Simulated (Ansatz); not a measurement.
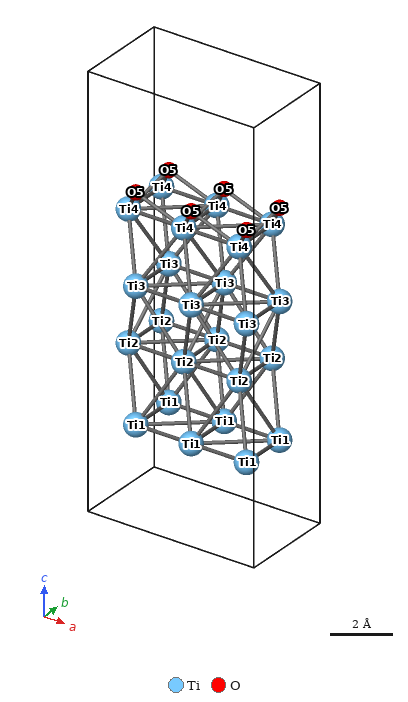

**Figure 1.** The starting structure (ball-and-stick view of the 3 × 2 repeat of the cell, with the vacuum cut short, seen slightly off an axis; atoms are numbered from 1 in the order of the input). An atom can appear more than once, as a periodic image.

## Geometry relaxation of Ti$_{4}$O (part 1 of 2)

- system: Ti$_{4}$O (slab, 5 atoms in the cell)
- method: DFT PBEsol, scalar-relativistic, plane waves, PAW, PAW set soft_1, no spin polarisation (Ansatz 0.2.0)

The structure derives from an entry of the Crystallography Open Database. The input holds or restrains some coordinates. Forces given for the steps count only the free coordinates. Figures and captions count atoms from 1; the log counts them from 0 in places.

**Log**
```
Warning: [file] the record states the generating functional pbe (its physics header spells it `PBE`), which answers neither for hamiltonian.xc's functional nor for the pbesol family's — results may be inconsistent (PPs are generated against a specific XC)
Warning: [file] the record states the generating functional pbe (its physics header spells it `PBE`), which answers neither for hamiltonian.xc's functional nor for the pbesol family's — results may be inconsistent (PPs are generated against a specific XC)
Engine: ansatz 0.2.0, aarch64-unknown-linux-gnu
Pseudopotentials: kind: paw
Pseudopotential: Ti, paw, valence charge 12, recommended cutoff 420 eV (normal), [file]
Pseudopotential: O, paw, valence charge 6, recommended cutoff 420 eV (normal), [file]
Functional definition: PBEsol
  exchange = pbesol_x
  correlation = pbesol_c
Crystal: 5 atoms, lattice volume = 162.498 Å³
Basis set: ecut = 420 eV, 3171 PW (Γ), exchange–correlation on 40×40×300 points (8 copies of the dense FFT grid, shifted against one another)
Bands: 33, of which v1, the nominal top of the filled ones, is band 27 counted from 1 (26 counted from 0)
Symmetry: 6 space group operations
Space group: P3m1 (ITA 156), of the structure as read, at distance tolerance 5.5e-5 Å
k-points: 12 of 81 (time reversal used)
Non-local potential: Ti, projectors of the file, l = 0: 3, l = 1: 2, l = 2: 3, l = 3: 1
Non-local potential: O, projectors of the file, l = 0: 2, l = 1: 2, l = 2: 1
PAW form: soft (Blöchl's): semilocal exchange-correlation on the pseudo side does not see the compensation charge
PAW frozen core: Ti, regenerated for the run's functional, and the local potential with it (the file was generated under x = pbe(κ = 0.804, μ = 0.2195149727645171), c = pbe(β = 0.06672455060314922))
PAW frozen core: O, regenerated for the run's functional, and the local potential with it (the file was generated under x = pbe(κ = 0.804, μ = 0.2195149727645171), c = pbe(β = 0.06672455060314922))
PAW one-centre angular grid: Ti, 590 points (default); XC on 64 Gauss nodes
PAW one-centre angular grid: O, 110 points (default); XC on 64 Gauss nodes
Initial density: superposition of atomic densities (neutral atoms: chi_scale 0, normalization atom)
Initial wavefunctions: pseudopotential atomic-orbital guess
Functional: x = pbesol(κ = 0.804, μ = 0.12345679012345678), c = pbesol(β = 0.046)
SCF iter   1: F=—  HF=-10460.894809 eV  |F-HF|=—  |Δ(HF+E_count)|=         —  Δρ=8.12e-2  dr2=7.59e1  ethr=3.10e-3  p=-0.000 e·Å  D=-3.94e-7 V/Å  ΔV_dip=0.00 eV  dr2_dipole=3.18e1  V_vac-E_F(+/−)=8.55/8.55 eV  ⟨swp⟩=9.0  Hψ=1968  notcnv=0
efield: sawtooth ramp at fractional position 0.8348 (placed from the atoms, in the widest stretch of the axis that holds none; the zero of the levels goes with the place), width 0.0400; the density the first Hamiltonian is built on has a dipole p = -0.000 e·Å; the dipole correction subtracts the counter field D = -3.94e-7 V/Å, which shifts the + side's vacuum level by +0.00 eV against the − side's; the planar-averaged density in the ramp window peaks in size at 9.9e-7 e/Å³
preconditioner: auto → LDOS  [metal: Δε(μ)=0.052 eV  Ē_g=4.148 eV  σ=0.100 eV  W_gap=0.28  n_scr=16 (ndim 8)  ℏωp=13.0 eV  f_vac=0.488  D(μ)=3.60/eV (n_scr^D=14)  β→1.0]
SCF iter   2: F=—  HF=-10480.810112 eV  |F-HF|=—  |Δ(HF+E_count)|=    1.99e1  Δρ=2.04e-1  dr2=1.40e3  ethr=3.10e-3  p=-0.470 e·Å  D=-5.23e-1 V/Å  ΔV_dip=11.67 eV  dr2_dipole=1.03e3  V_vac-E_F(+/−)=7.28/-4.39 eV  ⟨swp⟩=15.5  Hψ=4114  notcnv=0  defer=11  recentre
SCF iter   3: F=—  HF=-10458.342854 eV  |F-HF|=—  |Δ(HF+E_count)|=    2.25e1  Δρ=5.22e-2  dr2=5.27e1  ethr=3.10e-3  p=-0.029 e·Å  D=-3.19e-2 V/Å  ΔV_dip=0.71 eV  dr2_dipole=2.46e1  V_vac-E_F(+/−)=8.04/7.39 eV  ⟨swp⟩=9.7  Hψ=2077  notcnv=0  defer=9
SCF iter   4: F=—  HF=-10457.469146 eV  |F-HF|=—  |Δ(HF+E_count)|=   8.74e-1  Δρ=1.24e-2  dr2=2.30e0  ethr=3.10e-3  p=0.315 e·Å  D=3.51e-1 V/Å  ΔV_dip=-7.83 eV  dr2_dipole=8.48e-1  V_vac-E_F(+/−)=7.21/14.94 eV  ⟨swp⟩=6.0  Hψ=1092  notcnv=0  defer=7
SCF iter   5: F=—  HF=-10457.053556 eV  |F-HF|=—  |Δ(HF+E_count)|=   4.16e-1  Δρ=1.14e-2  dr2=2.90e0  ethr=3.10e-3  p=0.184 e·Å  D=2.04e-1 V/Å  ΔV_dip=-4.56 eV  dr2_dipole=4.74e-1  V_vac-E_F(+/−)=6.91/11.41 eV  ⟨swp⟩=2.6  Hψ=628  notcnv=0  defer=7
SCF iter   6: F=—  HF=-10456.779345 eV  |F-HF|=—  |Δ(HF+E_count)|=   2.74e-1  Δρ=6.64e-3  dr2=8.68e-2  ethr=3.10e-3  p=-0.096 e·Å  D=-1.07e-1 V/Å  ΔV_dip=2.40 eV  dr2_dipole=1.38e-3  V_vac-E_F(+/−)=6.66/4.29 eV  ⟨swp⟩=2.7  Hψ=551  notcnv=0  defer=8
SCF iter   7: F=—  HF=-10456.954389 eV  |F-HF|=—  |Δ(HF+E_count)|=   1.75e-1  Δρ=6.80e-3  dr2=8.46e-1  ethr=1.61e-4  p=-0.267 e·Å  D=-2.98e-1 V/Å  ΔV_dip=6.64 eV  dr2_dipole=6.04e-3  V_vac-E_F(+/−)=6.21/-0.37 eV  ⟨swp⟩=4.9  Hψ=846  notcnv=0  defer=7
SCF iter   8: F=—  HF=-10456.807484 eV  |F-HF|=—  |Δ(HF+E_count)|=   1.47e-1  Δρ=2.58e-3  dr2=1.09e-1  ethr=1.61e-4  p=-0.150 e·Å  D=-1.67e-1 V/Å  ΔV_dip=3.72 eV  dr2_dipole=1.89e-5  V_vac-E_F(+/−)=6.18/2.50 eV  ⟨swp⟩=2.8  Hψ=598  notcnv=0  defer=6
SCF iter   9: F=—  HF=-10456.783072 eV  |F-HF|=—  |Δ(HF+E_count)|=   2.44e-2  Δρ=9.43e-4  dr2=2.62e-2  ethr=1.61e-4  p=-0.077 e·Å  D=-8.53e-2 V/Å  ΔV_dip=1.90 eV  dr2_dipole=1.09e-2  V_vac-E_F(+/−)=6.23/4.34 eV  ⟨swp⟩=2.0  Hψ=465  notcnv=0  defer=6
SCF iter  10: F=—  HF=-10456.782868 eV  |F-HF|=—  |Δ(HF+E_count)|=   2.05e-4  Δρ=6.41e-4  dr2=8.52e-3  ethr=4.85e-5  p=-0.065 e·Å  D=-7.21e-2 V/Å  ΔV_dip=1.61 eV  dr2_dipole=3.98e-3  V_vac-E_F(+/−)=6.23/4.62 eV  ⟨swp⟩=1.9  Hψ=446  notcnv=0  defer=6
SCF iter  11: F=—  HF=-10456.782736 eV  |F-HF|=—  |Δ(HF+E_count)|=   1.32e-4  Δρ=3.43e-4  dr2=2.41e-3  ethr=1.58e-5  p=-0.064 e·Å  D=-7.12e-2 V/Å  ΔV_dip=1.59 eV  dr2_dipole=8.32e-4  V_vac-E_F(+/−)=6.23/4.64 eV  ⟨swp⟩=2.0  Hψ=492  notcnv=0  defer=6
SCF iter  12: F=—  HF=-10456.782721 eV  |F-HF|=—  |Δ(HF+E_count)|=   1.49e-5  Δρ=9.07e-5  dr2=1.13e-4  ethr=4.46e-6  p=-0.066 e·Å  D=-7.32e-2 V/Å  ΔV_dip=1.63 eV  dr2_dipole=3.13e-5  V_vac-E_F(+/−)=6.22/4.59 eV  ⟨swp⟩=1.8  Hψ=460  notcnv=0  defer=6
SCF iter  13: F=-10456.782717 eV  HF=-10456.782720 eV  |F-HF|=3.30e-6  |Δ(HF+E_count)|=   5.87e-7  Δρ=2.73e-5  dr2=4.64e-6  ethr=2.89e-8  p=-0.066 e·Å  D=-7.40e-2 V/Å  ΔV_dip=1.65 eV  dr2_dipole=8.71e-7  V_vac-E_F(+/−)=6.22/4.57 eV  ⟨swp⟩=13.0  Hψ=2735  notcnv=0
SCF 1 converged in 13 iterations: F = -10456.782717 eV  dr2 = 4.64e-6
  greatest PAW one-centre occupation: 0.999 electrons in one spin orbital (limit 2), on the Ti atom at site 0 (counted from 0), in its partial waves of l = 0
relax step   1: F+E_penalty+E_count = -10456.78271698 eV  Δ(F+E_penalty+E_count) = +0.000e0 eV  max|allowed force component| = 1.622e0 eV/Å  Δτ_max = 0.0000 Å  (13 SCF iters, dr2 threshold 1.56e-5 eV, accepted)
Initial density: handed on by an earlier stage of this run
Initial wavefunctions: those handed on with the density
iter 1 solved again at ethr=5.98e-4 eV; its pass at ethr=3.10e-3 eV (dr2=3.23e-1 eV) is discarded
SCF iter   1: F=—  HF=-10456.874630 eV  |F-HF|=—  |Δ(HF+E_count)|=         —  Δρ=4.00e-3  dr2=3.00e-1  ethr=5.98e-4  p=-0.066 e·Å  D=-7.40e-2 V/Å  ΔV_dip=1.65 eV  dr2_dipole=1.83e-1  V_vac-E_F(+/−)=6.21/4.56 eV  ⟨swp⟩=1.0  Hψ=1269  notcnv=0  defer=4
efield: sawtooth ramp at fractional position 0.8348 (handed on by an earlier solve), width 0.0400; the density the first Hamiltonian is built on has a dipole p = -0.066 e·Å; the dipole correction subtracts the counter field D = -7.40e-2 V/Å, which shifts the + side's vacuum level by +1.65 eV against the − side's; the planar-averaged density in the ramp window peaks in size at 2.5e-6 e/Å³
preconditioner: auto → LDOS  [metal: Δε(μ)=0.026 eV  Ē_g=4.810 eV  σ=0.100 eV  W_gap=0.15  n_scr=16 (ndim 8)  ℏωp=13.7 eV  f_vac=0.508  D(μ)=8.08/eV (n_scr^D=86)  β→1.0]
SCF iter   2: F=—  HF=-10456.861416 eV  |F-HF|=—  |Δ(HF+E_count)|=   1.32e-2  Δρ=2.55e-3  dr2=2.87e-2  ethr=5.55e-4  p=-0.044 e·Å  D=-4.88e-2 V/Å  ΔV_dip=1.09 eV  dr2_dipole=9.46e-3  V_vac-E_F(+/−)=5.65/4.57 eV  ⟨swp⟩=2.0  Hψ=554  notcnv=0  defer=4
SCF iter   3: F=—  HF=-10456.859776 eV  |F-HF|=—  |Δ(HF+E_count)|=   1.64e-3  Δρ=5.53e-4  dr2=8.07e-4  ethr=5.32e-5  p=-0.048 e·Å  D=-5.33e-2 V/Å  ΔV_dip=1.19 eV  dr2_dipole=6.41e-5  V_vac-E_F(+/−)=5.76/4.57 eV  ⟨swp⟩=2.0  Hψ=560  notcnv=0  defer=4
SCF iter   4: F=—  HF=-10456.859607 eV  |F-HF|=—  |Δ(HF+E_count)|=   1.69e-4  Δρ=1.83e-4  dr2=1.10e-4  ethr=1.49e-6  p=-0.046 e·Å  D=-5.15e-2 V/Å  ΔV_dip=1.15 eV  dr2_dipole=2.29e-5  V_vac-E_F(+/−)=5.72/4.57 eV  ⟨swp⟩=3.2  Hψ=666  notcnv=0  defer=4
SCF iter   5: F=-10456.859617 eV  HF=-10456.859618 eV  |F-HF|=1.34e-6  |Δ(HF+E_count)|=   1.08e-5  Δρ=5.27e-5  dr2=5.96e-6  ethr=1.85e-7  p=-0.046 e·Å  D=-5.14e-2 V/Å  ΔV_dip=1.15 eV  dr2_dipole=7.21e-8  V_vac-E_F(+/−)=5.72/4.57 eV  ⟨swp⟩=7.4  Hψ=1902  notcnv=0
SCF 2 converged in 5 iterations: F = -10456.859617 eV  dr2 = 5.96e-6
relax step   2: F+E_penalty+E_count = -10456.85961677 eV  Δ(F+E_penalty+E_count) = -7.690e-2 eV  max|allowed force component| = 6.869e-1 eV/Å  Δτ_max = 0.0663 Å  (5 SCF iters, dr2 threshold 1.00e-4 eV, accepted)
SCF iter   1: F=—  HF=-10456.882860 eV  |F-HF|=—  |Δ(HF+E_count)|=         —  Δρ=2.69e-3  dr2=1.33e-1  ethr=2.58e-3  p=-0.046 e·Å  D=-5.14e-2 V/Å  ΔV_dip=1.15 eV  dr2_dipole=8.01e-2  V_vac-E_F(+/−)=5.71/4.56 eV  ⟨swp⟩=2.2  Hψ=678  notcnv=0  defer=1
efield: sawtooth ramp at fractional position 0.8348 (handed on by an earlier solve), width 0.0400; the density the first Hamiltonian is built on has a dipole p = -0.046 e·Å; the dipole correction subtracts the counter field D = -5.14e-2 V/Å, which shifts the + side's vacuum level by +1.15 eV against the − side's; the planar-averaged density in the ramp window peaks in size at 2.1e-6 e/Å³
preconditioner: auto → LDOS  [metal: Δε(μ)=0.026 eV  Ē_g=4.925 eV  σ=0.100 eV  W_gap=0.14  n_scr=16 (ndim 8)  ℏωp=13.7 eV  f_vac=0.509  D(μ)=7.75/eV (n_scr^D=86)  β→1.0]
SCF iter   2: F=—  HF=-10456.876734 eV  |F-HF|=—  |Δ(HF+E_count)|=   6.13e-3  Δρ=1.69e-3  dr2=2.10e-2  ethr=2.45e-4  p=-0.030 e·Å  D=-3.29e-2 V/Å  ΔV_dip=0.74 eV  dr2_dipole=8.81e-3  V_vac-E_F(+/−)=5.30/4.57 eV  ⟨swp⟩=2.0  Hψ=591  notcnv=0  defer=5
SCF iter   3: F=—  HF=-10456.875780 eV  |F-HF|=—  |Δ(HF+E_count)|=   9.53e-4  Δρ=2.96e-4  dr2=2.32e-4  ethr=3.89e-5  p=-0.033 e·Å  D=-3.67e-2 V/Å  ΔV_dip=0.82 eV  dr2_dipole=1.37e-6  V_vac-E_F(+/−)=5.39/4.57 eV  ⟨swp⟩=2.0  Hψ=473  notcnv=0  defer=5
SCF iter   4: F=—  HF=-10456.875729 eV  |F-HF|=—  |Δ(HF+E_count)|=   5.13e-5  Δρ=1.20e-4  dr2=6.85e-5  ethr=4.29e-7  p=-0.032 e·Å  D=-3.58e-2 V/Å  ΔV_dip=0.80 eV  dr2_dipole=2.19e-5  V_vac-E_F(+/−)=5.37/4.57 eV  ⟨swp⟩=3.0  Hψ=722  notcnv=0  defer=5
SCF iter   5: F=-10456.875726 eV  HF=-10456.875734 eV  |F-HF|=8.60e-6  |Δ(HF+E_count)|=   5.07e-6  Δρ=5.37e-5  dr2=9.99e-6  ethr=5.46e-8  p=-0.032 e·Å  D=-3.57e-2 V/Å  ΔV_dip=0.80 eV  dr2_dipole=1.72e-6  V_vac-E_F(+/−)=5.36/4.57 eV  ⟨swp⟩=9.2  Hψ=1742  notcnv=0
SCF 3 converged in 5 iterations: F = -10456.875726 eV  dr2 = 9.99e-6
relax step   3: F+E_penalty+E_count = -10456.87572559 eV  Δ(F+E_penalty+E_count) = -1.611e-2 eV  max|allowed force component| = 2.011e-2 eV/Å  Δτ_max = 0.0453 Å  (5 SCF iters, dr2 threshold 2.95e-5 eV, accepted)
iter 1 solved again at ethr=1.82e-8 eV; its pass at ethr=3.10e-3 eV (dr2=9.84e-6 eV) is discarded
SCF iter   1: F=—  HF=-10456.875754 eV  |F-HF|=—  |Δ(HF+E_count)|=         —  Δρ=5.35e-5  dr2=9.84e-6  ethr=1.82e-8  p=-0.032 e·Å  D=-3.57e-2 V/Å  ΔV_dip=0.80 eV  dr2_dipole=1.67e-6  V_vac-E_F(+/−)=5.36/4.57 eV  ⟨swp⟩=1.0  Hψ=1080  notcnv=0
efield: sawtooth ramp at fractional position 0.8348 (handed on by an earlier solve), width 0.0400; the density the first Hamiltonian is built on has a dipole p = -0.032 e·Å; the dipole correction subtracts the counter field D = -3.57e-2 V/Å, which shifts the + side's vacuum level by +0.80 eV against the − side's; the planar-averaged density in the ramp window peaks in size at 2.1e-6 e/Å³
preconditioner: auto → LDOS  [metal: Δε(μ)=0.026 eV  Ē_g=4.939 eV  σ=0.100 eV  W_gap=0.14  n_scr=16 (ndim 8)  ℏωp=13.7 eV  f_vac=0.509  D(μ)=7.70/eV (n_scr^D=86)  β→1.0]
SCF iter   2: F=—  HF=-10456.875736 eV  |F-HF|=—  |Δ(HF+E_count)|=   1.84e-5  Δρ=3.12e-5  dr2=2.20e-6  ethr=1.82e-8  p=-0.032 e·Å  D=-3.57e-2 V/Å  ΔV_dip=0.80 eV  dr2_dipole=5.93e-8  V_vac-E_F(+/−)=5.36/4.57 eV  ⟨swp⟩=2.0  Hψ=529  notcnv=0
SCF iter   3: F=—  HF=-10456.875736 eV  |F-HF|=—  |Δ(HF+E_count)|=   2.29e-7  Δρ=7.92e-6  dr2=1.46e-7  ethr=4.07e-9  p=-0.032 e·Å  D=-3.56e-2 V/Å  ΔV_dip=0.80 eV  dr2_dipole=4.10e-13  V_vac-E_F(+/−)=5.36/4.57 eV  ⟨swp⟩=2.0  Hψ=587  notcnv=0
SCF iter   4: F=-10456.875736 eV  HF=-10456.875736 eV  |F-HF|=1.42e-8  |Δ(HF+E_count)|=   4.80e-8  Δρ=1.94e-6  dr2=1.78e-8  ethr=1.85e-10  p=-0.032 e·Å  D=-3.56e-2 V/Å  ΔV_dip=0.79 eV  dr2_dipole=1.25e-9  V_vac-E_F(+/−)=5.36/4.57 eV  ⟨swp⟩=5.4  Hψ=1492  notcnv=0
SCF 4 converged in 4 iterations: F = -10456.875736 eV  dr2 = 1.78e-8
relax step   4: F+E_penalty+E_count = -10456.87573558 eV  Δ(F+E_penalty+E_count) = -9.983e-6 eV  max|allowed force component| = 2.183e-2 eV/Å  Δτ_max = 0.0000 Å  (4 SCF iters, accepted)
```
